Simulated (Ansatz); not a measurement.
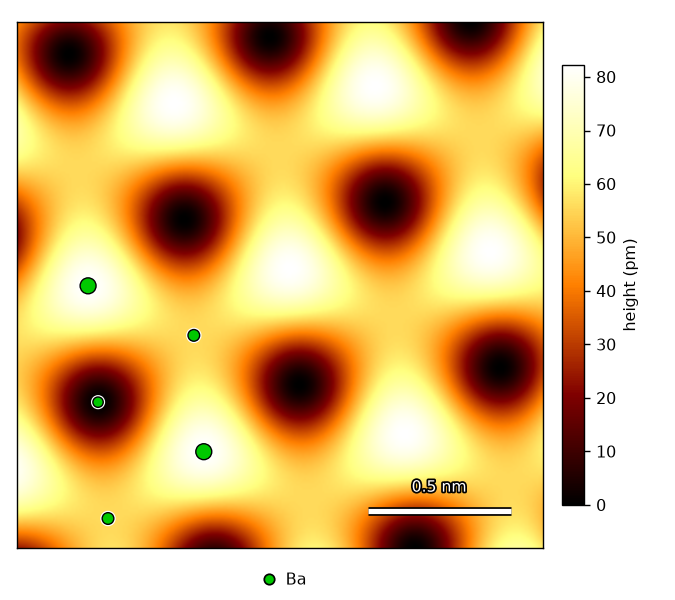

Constant-current image at a set point of 1.1 × 10⁻³ e/Å³ of Ba(111) (Im-3m bulk, 8 atomic planes (those closer than 0.6 Å count as one), 10 Å), sample bias +1.00 V. The atoms seen from above are drawn over one corner (deeper ones smaller).

The STM signal is simulated in the Tersoff–Hamann approximation. Bias windows are sharp sums over the levels of the k mesh.

Level of theory: DFT PBE, scalar-relativistic, plane waves, PAW (Ansatz 0.2.0). Cutoff 420 eV, 12 × 12 k-points, Gaussian smearing 0.1 eV, dipole correction. The slab is a cut without reconstruction beyond its cell, at the source's lattice constants, with its lower half held fixed and the rest relaxed. No spin polarisation. The run warns that the functional's potential is rough in the thin density of the vacuum, where the tip is; weak contrasts and barriers may feel it.

**Which atoms or sites appear bright, which dark, and how strong is the contrast?**

The brightest spots lie over the top Ba atoms; the darkest points are over the sites above the Ba atoms 2.8 Å below the top plane. The corrugation is 82 pm at a mean tip height of 3.9 Å.
